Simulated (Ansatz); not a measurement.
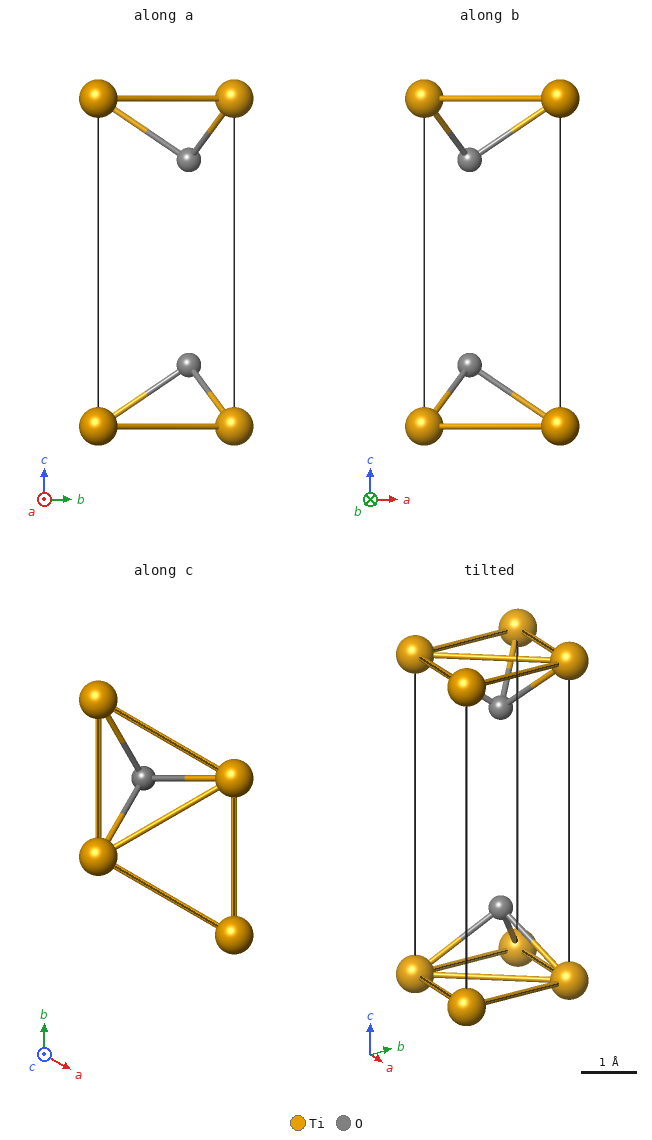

The image is a ball-and-stick drawing of a crystal, viewed along the a axis, along the b axis, along the c axis and slightly off an axis. The edges of the conventional unit cell are marked.

Lattice parameters: a = 2.882 Å, b = 2.882 Å, c = 6.021 Å, α = 90.00°, β = 90.00°, γ = 120.00°.

Express the structure as a table of Wyckoff sites, with free fractional coordinates to two decimals.

Space group P-6m2 (No. 187).
| atom | site | x | y | z |
| --- | --- | --- | --- | --- |
| Ti | 1a | 0.00 | 0.00 | 0.00 |
| O | 2h | 0.3333 | 0.6667 | 0.19 |

The cell started as a random cell made by a generator, so it need not be a real form of the compound. This is the structure after a relaxation with Ansatz 0.2.0, DFT PBE, scalar-relativistic, plane waves, PAW.
